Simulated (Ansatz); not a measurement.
## Single-point calculation, with input and output: Sn32O31 (part 2 of 2)

The same run, continued: Sn32O31 (defect cell, 63 atoms in the cell); DFT PBE, scalar-relativistic, plane waves, PAW, spin-polarised (Ansatz 0.2.0); cutoff 420 eV, 1×1×1 k-mesh, Gaussian smearing of 0.05 eV, collinear spins. The structure derives from a Materials Project entry.

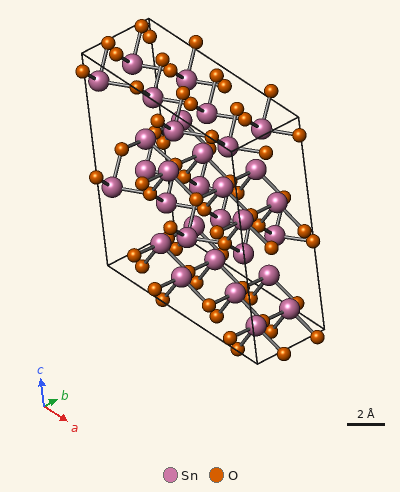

**Figure 1.** The structure (ball-and-stick view of the cell of the calculation, seen slightly off an axis; bonded neighbours outside the cell are drawn too). An atom can appear more than once, as a periodic image.

**Log, continued**
```
--- Forces (eV/Å), atoms counted from 1 ---
  atom   1  Sn    -0.00235233     0.02051445    -0.00469945
  atom   2  Sn     0.00315602    -0.01547517    -0.02929493
  atom   3  Sn     0.00937578    -0.00586398    -0.00198039
  atom   4  Sn    -0.04222780     0.04482191    -0.01750696
  atom   5  Sn    -0.01346735     0.01027895    -0.02210696
  atom   6  Sn     0.00148842     0.02045386     0.01221451
  atom   7  Sn    -0.00920358    -0.00708139    -0.00323306
  atom   8  Sn     0.00248049     0.00003266    -0.00065705
  atom   9  Sn    -0.00205651     0.01597355    -0.01562310
  atom  10  Sn    -0.00857466     0.04075576     0.02920078
  atom  11  Sn    -0.00179396    -0.01016542    -0.00343608
  atom  12  Sn     0.00145702    -0.01110031    -0.00343179
  atom  13  Sn     0.00088688     0.00439607    -0.01251232
  atom  14  Sn    -0.00945916    -0.00341559     0.01512771
  atom  15  Sn    -0.00128399     0.00031909     0.00060275
  atom  16  Sn     0.01779921     0.00968174    -0.01085559
  atom  17  Sn     0.01427177    -0.01153363     0.01605186
  atom  18  Sn    -0.00341661    -0.01640635    -0.01134571
  atom  19  Sn     0.00065222     0.00365788    -0.00864028
  atom  20  Sn    -0.00274596     0.00500756     0.00807839
  atom  21  Sn    -0.00082991    -0.00631497    -0.01237390
  atom  22  Sn    -0.00153534    -0.01085089     0.00486703
  atom  23  Sn    -0.00098818    -0.00742592     0.01259661
  atom  24  Sn     0.00205097    -0.00459354     0.01076812
  atom  25  Sn    -0.00217727    -0.00403853    -0.01051906
  atom  26  Sn     0.00366401    -0.01253863     0.00649924
  atom  27  Sn    -0.00148712    -0.02178590    -0.00216137
  atom  28  Sn     0.00336907    -0.01223898    -0.00457287
  atom  29  Sn     0.02593555     0.00890314    -0.02446077
  atom  30  Sn     0.00034786     0.00675455     0.00441942
  atom  31  Sn    -0.01626243    -0.02967447    -0.00216147
  atom  32  Sn     0.00662912    -0.01500105    -0.01088128
  atom  33  O      0.00065146    -0.00126096     0.00468754
  atom  34  O      0.00462305     0.00486003    -0.00285455
  atom  35  O      0.00539364     0.00899548    -0.00000308
  atom  36  O     -0.00699592     0.00943871    -0.00073483
  atom  37  O     -0.00598455     0.00780503    -0.00049451
  atom  38  O     -0.00136323    -0.00459433    -0.01436178
  atom  39  O     -0.02831533    -0.00431542     0.04465963
  atom  40  O     -0.00159436     0.01200513    -0.00896594
  atom  41  O     -0.00163875     0.00456536     0.00552182
  atom  42  O     -0.00125739    -0.01140869     0.02147577
  atom  43  O     -0.00426373    -0.02591710     0.00243423
  atom  44  O     -0.00201748    -0.00143234    -0.00680024
  atom  45  O      0.00254777    -0.01113904     0.00633318
  atom  46  O      0.01045002     0.00802410     0.02973326
  atom  47  O      0.00775937     0.01052027    -0.00311438
  atom  48  O      0.00807397    -0.00016589    -0.00113244
  atom  49  O      0.00661325    -0.04133902     0.01571673
  atom  50  O     -0.00732420     0.00254798     0.00792100
  atom  51  O      0.01700055     0.00922439    -0.00659551
  atom  52  O      0.00342619    -0.00493725     0.00450504
  atom  53  O      0.00136055     0.00332615    -0.02020849
  atom  54  O     -0.00142473     0.00619933     0.00902282
  atom  55  O      0.00344959     0.01599006     0.00541611
  atom  56  O     -0.00349350     0.00471578     0.00821321
  atom  57  O      0.02943088     0.01322903    -0.02628641
  atom  58  O      0.00207546     0.00483356     0.00770454
  atom  59  O     -0.00574548     0.01522628     0.00423709
  atom  60  O      0.00579660     0.00702341     0.00975079
  atom  61  O     -0.00056996     0.01354131    -0.00776968
  atom  62  O     -0.00603544     0.00253593    -0.00054384
  atom  63  O     -0.00433030    -0.04414508     0.00454266
  max |Σ_I F_I| component: 1.82e-5 eV/Å
--- Band table (eV) ---
  k-point 0 ↑: bands = ["-13.9844", "-13.9739", "-13.9659", "-13.9605", "-13.9546", "-13.9532", "-13.9502", "-13.9489", "-13.9454", "-13.9419", ... 130 levels left out ..., "-13.4172", "-13.4166", "-13.4117", "-13.4114", "-13.4086", "-13.4063", "-13.4057", "-13.4057", "-13.4029", "-13.4012", "-13.4003", "-13.3975", "-13.3942", "-13.3870", "-13.3861", "-13.3858", "-13.3832", "-13.3810", "-13.3769", "-13.3750", "-11.5207", "-11.4584", "-10.8355", "-10.8194", "-10.8170", "-10.8095", "-10.8061", "-10.8053", "-10.7992",
      "-10.7018", "-10.6466", "-10.6328", "-10.6288", "-10.4705", "-10.1575", "-10.1367", "-10.1328", "-10.1135", "-10.0792", "-10.0619", "-10.0589", "-10.0072", "-9.9561", "-9.9475", "-9.9438", "-9.9379", "-9.9348", "-9.9342", "-9.9286", "-9.8294", "-9.8007", "-0.8407", "-0.4722", "-0.2516", "-0.2272", "-0.2199", "-0.2188", "-0.2107", "-0.2022", "-0.1650", "-0.1375", "0.0219", "0.0261", "0.0407", "0.0449", "0.0817", "0.0973", "0.1229", "0.1604",
      "0.2732", "0.3051", "0.3342", "0.6082", "0.6811", "1.0877", "1.0887", "1.0930", "1.0946", "1.1008", "1.2712", "1.3492", "1.5097", "2.4972", "2.5011", "2.5083", "2.5139", "2.5199", "2.5319", "2.5370", "2.6707", "2.6804", "2.8058", "2.8372", "2.9439", "2.9648", "2.9934", "3.0826", "3.1035", "3.1497", "3.2004", "3.2039", "3.2116", "3.2121", "3.2139", "3.2141", "3.2161", "3.2217", "3.2338", "3.3162",
      "3.4444", "3.6151", "3.7429", "3.7666", "3.8297", "3.8583", "3.9115", "4.0411", "4.0572", "4.0619", "4.0823", "4.0969", "4.1286", "4.2252", "4.2524", "4.3403", "4.3441", "4.3498", "4.3604", "4.3616", "4.3740", "4.4336", "4.4474", "4.4781", "4.5678", "4.5801", "4.5815", "4.5833", "4.5855", "4.5946", "4.6001", "4.6120", "4.6177", "4.6487", "4.6552", "4.7269", "5.1555", "5.2549", "5.3346", "5.4059",
      "5.4186", "5.4286", "5.4347", "5.4520", "5.5078", "5.5613", "5.5917", "5.6603", "5.7592", "5.8353", "5.8999", "5.9801", "6.0750", "6.1612", "6.2189", "6.3225", "6.4181", "6.4376", "6.5353", "6.6046", "6.6110", "6.6193", "6.6248", "6.6308", "6.7649", "6.7729", "7.1795", "7.6000", "8.7810", "8.9248", "9.1722", "9.2755", "9.3213", "9.4454", "9.4840", "9.6135", "9.7248", "9.7335", "9.8476", "9.8777",
      "9.9510", "9.9807", "10.1204", "10.2339", "10.2738", "10.2925", "10.3168", "10.3215", "10.4275", "10.5051", "10.5731"]
  k-point 0 ↓: bands = ["-13.9844", "-13.9739", "-13.9659", "-13.9605", "-13.9546", "-13.9532", "-13.9502", "-13.9489", "-13.9454", "-13.9419", ... 130 levels left out ..., "-13.4172", "-13.4166", "-13.4117", "-13.4114", "-13.4086", "-13.4063", "-13.4057", "-13.4057", "-13.4029", "-13.4012", "-13.4003", "-13.3975", "-13.3942", "-13.3870", "-13.3861", "-13.3858", "-13.3832", "-13.3810", "-13.3769", "-13.3750", "-11.5207", "-11.4584", "-10.8355", "-10.8194", "-10.8170", "-10.8095", "-10.8061", "-10.8053", "-10.7992",
      "-10.7018", "-10.6466", "-10.6328", "-10.6288", "-10.4705", "-10.1575", "-10.1367", "-10.1328", "-10.1135", "-10.0792", "-10.0619", "-10.0589", "-10.0072", "-9.9561", "-9.9475", "-9.9438", "-9.9379", "-9.9348", "-9.9342", "-9.9286", "-9.8294", "-9.8007", "-0.8407", "-0.4722", "-0.2516", "-0.2272", "-0.2199", "-0.2188", "-0.2107", "-0.2022", "-0.1650", "-0.1375", "0.0219", "0.0261", "0.0407", "0.0449", "0.0817", "0.0973", "0.1229", "0.1604",
      "0.2732", "0.3051", "0.3342", "0.6082", "0.6811", "1.0877", "1.0887", "1.0930", "1.0946", "1.1008", "1.2712", "1.3492", "1.5097", "2.4972", "2.5011", "2.5083", "2.5139", "2.5199", "2.5319", "2.5370", "2.6707", "2.6804", "2.8058", "2.8372", "2.9439", "2.9648", "2.9934", "3.0826", "3.1035", "3.1497", "3.2004", "3.2039", "3.2116", "3.2121", "3.2139", "3.2141", "3.2161", "3.2217", "3.2338", "3.3162",
      "3.4444", "3.6151", "3.7429", "3.7666", "3.8297", "3.8583", "3.9115", "4.0411", "4.0572", "4.0619", "4.0823", "4.0969", "4.1286", "4.2252", "4.2524", "4.3403", "4.3441", "4.3498", "4.3604", "4.3616", "4.3740", "4.4336", "4.4474", "4.4781", "4.5678", "4.5801", "4.5815", "4.5833", "4.5855", "4.5946", "4.6001", "4.6120", "4.6177", "4.6487", "4.6552", "4.7269", "5.1555", "5.2549", "5.3346", "5.4059",
      "5.4186", "5.4286", "5.4347", "5.4520", "5.5078", "5.5613", "5.5917", "5.6603", "5.7592", "5.8353", "5.8999", "5.9801", "6.0750", "6.1612", "6.2189", "6.3225", "6.4181", "6.4376", "6.5353", "6.6046", "6.6110", "6.6193", "6.6248", "6.6308", "6.7649", "6.7729", "7.1795", "7.6000", "8.7810", "8.9248", "9.1722", "9.2755", "9.3213", "9.4454", "9.4840", "9.6135", "9.7248", "9.7335", "9.8476", "9.8777",
      "9.9510", "9.9807", "10.1204", "10.2339", "10.2738", "10.2925", "10.3168", "10.3215", "10.4275", "10.5051", "10.5731"]
--- Löwdin populations: 63 sites ---
  site symbol       q [e]    m [muB]
     0     Sn     13.1676     0.0000
     1     Sn     13.1667     0.0000
     2     Sn     13.1644    -0.0000
     3     Sn     13.1610     0.0000
     4     Sn     13.1598     0.0000
     5     Sn     13.1616     0.0000
     6     Sn     13.1645    -0.0000
     7     Sn     13.1639     0.0000
     8     Sn     13.1589     0.0000
     9     Sn     13.4400     0.0000
    10     Sn     13.1718     0.0000
    11     Sn     13.1653     0.0000
    12     Sn     13.1631    -0.0000
    13     Sn     13.1661     0.0000
    14     Sn     13.1640     0.0000
    15     Sn     13.1594     0.0000
    16     Sn     13.1757     0.0000
    17     Sn     13.1659     0.0000
    18     Sn     13.1667     0.0000
    19     Sn     13.1612     0.0000
    20     Sn     13.1627     0.0000
    21     Sn     13.1547     0.0000
    22     Sn     13.4171    -0.0000
    23     Sn     13.1624     0.0000
    24     Sn     13.1629     0.0000
    25     Sn     13.1550     0.0000
    26     Sn     13.4116    -0.0000
    27     Sn     13.1627     0.0000
    28     Sn     13.1668     0.0000
    29     Sn     13.1612     0.0000
    30     Sn     13.1761     0.0000
    31     Sn     13.1662     0.0000
    32      O      6.7661     0.0000
    33      O      6.7666    -0.0000
    34      O      6.7664     0.0000
    35      O      6.7651    -0.0000
    36      O      6.7664     0.0000
    37      O      6.7668    -0.0000
    38      O      6.7618    -0.0000
    39      O      6.7658     0.0000
    40      O      6.7647     0.0000
    41      O      6.7662    -0.0000
    42      O      6.7658    -0.0000
    43      O      6.7660    -0.0000
    44      O      6.7650    -0.0000
    45      O      6.7617    -0.0000
    46      O      6.7652    -0.0000
    47      O      6.7664    -0.0000
    48      O      6.7652    -0.0000
    49      O      6.7666    -0.0000
    50      O      6.7655    -0.0000
    51      O      6.7672    -0.0000
    52      O      6.7613     0.0000
    53      O      6.7681    -0.0000
    54      O      6.7662    -0.0000
    55      O      6.7672    -0.0000
    56      O      6.7615     0.0000
    57      O      6.7681    -0.0000
    58      O      6.7662    -0.0000
    59      O      6.7666    -0.0000
    60      O      6.7654    -0.0000
    61      O      6.7663    -0.0000
    62      O      6.7653    -0.0000
  spilling = 0.003533 (of n_electrons = 634.000000)
--- Band densities, each state counted as filled ---
  window                                       electrons  max residual (eV)  cut levels
  e_range: [-1.19, -0.58]            2.000000 + 2.000000             7.6e-7           0
  e_range: [0.58, 1.19]              5.000000 + 5.000000             1.2e-6           0
  e_range: [-0.62, -0.56]            1.000000 + 1.000000             7.6e-7           0
  e_range: [0.56, 0.76]              2.000000 + 2.000000             1.1e-6           0
  e_range: [-1.04, -0.98]            1.000000 + 1.000000             4.4e-7           0
  e_range: [2.77, 3.79]            14.000000 + 14.000000             2.1e-6           0
```

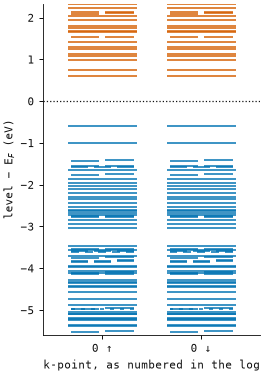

**Figure 2.** Kohn–Sham levels near the Fermi level (dotted) at the few k-points that the log prints; levels within 0.02 eV of each other stand side by side. Among these points the highest filled and lowest empty levels are 1.18 eV apart, which is the gap on the mesh.

**Key numbers**

| quantity | value |
| --- | --- |
| outcome | converged |
| electrons treated | 634 |
| free energy | −210361.7713 eV |
| Fermi energy | 8.190 eV |
| gap on the k-point mesh | 1.18 eV |
| net moment of the cell | 0.00 μB |
| integrated absolute moment | 0.00 μB |
| largest force (length of the vector) | 0.064 eV/Å |
| wall time | 44 s (CPU time 5.4 min) |
| peak memory | 4.8 GiB |

**Remarks**

The program warns: the state was not tested for a lower one. So coarse a mesh can miss the band edges, so the true gap of this method can be much smaller, or zero. The k-point mesh is coarse for a cell of this size, so the results may not be converged.
